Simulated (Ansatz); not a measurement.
**Energy of TaN along a strain of the cell**

System: TaN (P6₃mc, 4 atoms in the cell).
Method: DFT PBE, scalar-relativistic, plane waves, PAW, no spin polarisation (Ansatz 0.2.0).

The 8 runs differ only in the geometry, by a strain of the cell at fixed fractional positions. Against run 5, the strain is εzz = η. The structure derives from an entry of the Crystallography Open Database.

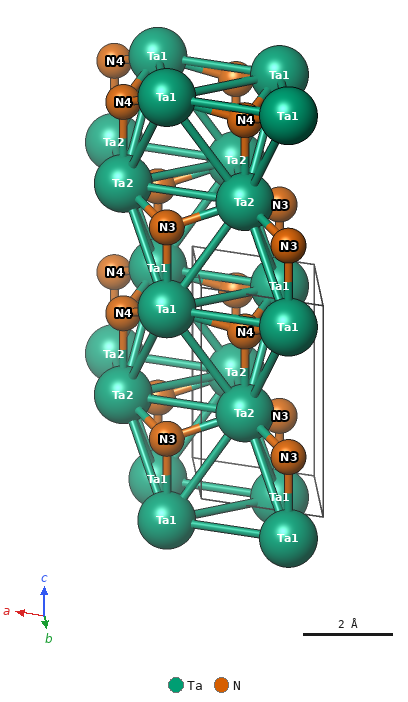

Figure 1. The structure of run 5 (ball-and-stick view of the cell of the calculation, repeated 2 × 2 × 2, seen at an oblique angle; atoms are numbered from 1 in the order of the input).

**Input of run 5**
```yaml
crystal:
  lattice:
    - [3.0500010905, 0.0, 0.0]
    - [-1.5250005453, 2.641378426, 0.0]
    - [0.0, 0.0, 4.9894]
  atoms:
    - { symbol: Ta, position: [0.3333333333, 0.6666666667, 0.0] }
    - { symbol: Ta, position: [0.6666666667, 0.3333333333, 0.5] }
    - { symbol: "N", position: [0.3333333333, 0.6666666667, 0.385] }
    - { symbol: "N", position: [0.6666666667, 0.3333333333, 0.885] }
basis:
  ecutwfc: 420
kpoints:
  mp_grid: { grid: [18, 18, 10] }
hamiltonian:
  xc: pbe
scf:
  occupations: { method: gaussian, width: 0.15 }
output:
  forces: true
  stress: true
  eigenvalues: true
```

Run 4 differs from it as follows:
```diff
-    - [0.0, 0.0, 4.9894]
+    - [0.0, 0.0, 4.8906]
```

**Results, with one run withheld**

```csv
run,strain parameter η (%),"free energy per atom, from the lowest run given (meV)",pressure (GPa)
1,−4.9505,605.90,166.79
2,−3.9604,507.84,158.75
3,−2.9703,417.14,151.15
4,−1.9802,?,?
5,0.0000,183.95,130.70
6,0.9901,117.68,124.58
7,1.9802,56.47,118.77
8,2.9703,0.00,113.25
```

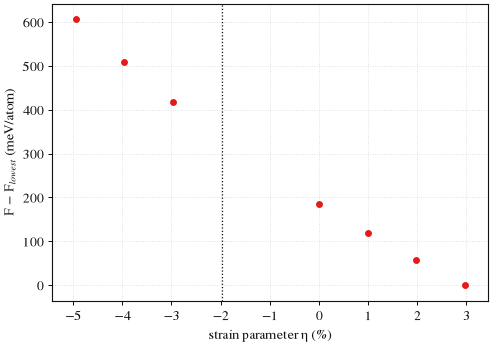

Figure 2. Free energy per atom of the runs given; the dotted line marks run 4.

Fit the runs given and predict run 4.

A cubic polynomial in the coordinate, fitted to the 7 runs given, misses them by at most 0.06 meV per atom. With x = η + 0.8487, it reads F = 244.99 − 74.463 x + 2.9865 x² − 0.075448 x³ (meV per atom). At run 4 it gives 333.18 meV per atom, and the run itself gives 333.24. The fit has no minimum inside this range.

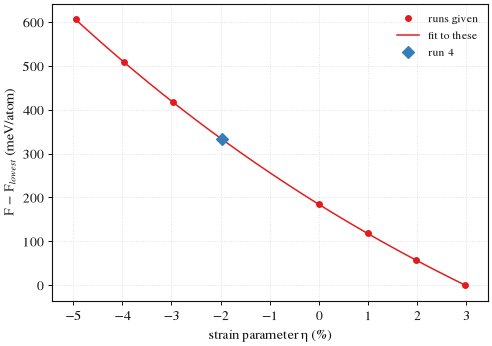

Figure 3. The fit and the withheld run.

**Output, shortened to warnings, some set-up lines, iterations and results (run 4)**
```
Basis set: ecut = 420 eV, 761 PW (Γ), exchange–correlation on 48×48×72 points (8 copies of the dense FFT grid, shifted against one another)
Symmetry: 12 space group operations
k-points: 222 of 3240 (time reversal used)
Initial density: superposition of atomic densities (neutral atoms: chi_scale 0, normalization atom), corrected by the library's trained network
[...]
SCF iter   1: F=—  HF=-20629.740666 eV  |F-HF|=—  |Δ(HF+E_count)|=         —  Δρ=2.49e-2  dr2=2.32e-1  ethr=1.77e-3  ⟨swp⟩=5.0  Hψ=22219  notcnv=0
SCF iter   2: F=—  HF=-20629.682900 eV  |F-HF|=—  |Δ(HF+E_count)|=   5.78e-2  Δρ=6.88e-3  dr2=1.42e-2  ethr=6.44e-4  ⟨swp⟩=2.1  Hψ=8340  notcnv=0  defer=6
SCF iter   3: F=—  HF=-20629.680793 eV  |F-HF|=—  |Δ(HF+E_count)|=   2.11e-3  Δρ=3.12e-3  dr2=2.42e-3  ethr=3.94e-5  ⟨swp⟩=2.0  Hψ=6091  notcnv=0  defer=6
SCF iter   4: F=—  HF=-20629.680640 eV  |F-HF|=—  |Δ(HF+E_count)|=   1.53e-4  Δρ=4.61e-4  dr2=6.49e-5  ethr=6.72e-6  ⟨swp⟩=2.3  Hψ=7114  notcnv=0  defer=6
SCF iter   5: F=—  HF=-20629.680664 eV  |F-HF|=—  |Δ(HF+E_count)|=   2.41e-5  Δρ=1.17e-4  dr2=3.26e-6  ethr=1.80e-7  ⟨swp⟩=2.7  Hψ=8499  notcnv=0  defer=6
SCF iter   6: F=-20629.680664 eV  HF=-20629.680664 eV  |F-HF|=1.24e-8  |Δ(HF+E_count)|=   4.38e-7  Δρ=1.74e-5  dr2=7.34e-8  ethr=2.78e-10  ⟨swp⟩=4.8  Hψ=23820  notcnv=0
SCF 1 converged in 6 iterations: F = -20629.680664 eV  dr2 = 7.34e-8
SCF converged after 6 iterations
Free energy (F): -20629.680664 eV
Harris-Foulkes:  -20629.680664 eV  (|F-HF|=1.24e-8)
Internal energy: -20629.664513 eV  (E = F + TS)
E sigma→0 (E₀):  -20629.672588 eV
Entropy (-TS):   -0.016151 eV (-4.038 meV/atom)
Fermi energy:    22.979834 eV
--- Per-component energies (eV) ---
  E_band       = -38.545874
  E_kinetic    = 1045.837759
  E_local      = -1333.125957  (includes V_loc(G=0)·N_el)
  E_nonlocal   = 134.849504
  E_hartree    = 484.106502
  E_xc         = -569.837673
  E_vxc        = -577.712173  (∫ρ·V_xc dr)
  E_paw        = -17057.955241  (= ΣΔE_a)
  E_vpaw       = -276.604242  (= ΣTr[D̂ρ^β])
  E_aug_tail   = 0.000619  (compensation charges beyond the density's cutoff)
  E_ewald      = -3333.540026
  E_smearing   = -0.016151  (= −TS)
  E_closure    = 0.000000  (closes the sum)
  Σ components = -20629.680664   (vs F -20629.680664, Δ=0.00e0)
--- Forces (eV/Å), atoms counted from 1 ---
  atom   1  Ta     0.00000000    -0.00000000     1.82646551
  atom   2  Ta    -0.00000000     0.00000000     1.82646551
  atom   3  N      0.00000000    -0.00000000    -1.82637540
  atom   4  N     -0.00000000     0.00000000    -1.82637540
  max |Σ_I F_I| component: 1.80e-4 eV/Å
--- Stress (GPa, compression-positive) ---
      150.991899       0.000000       0.000000
        0.000000     150.991899       0.000000
        0.000000       0.000000     129.880093
  P = ⅓ Tr σ = 143.9546 GPa (1439.546 kbar)
```

Notes: Spin–orbit coupling is left out, which matters for Ta.
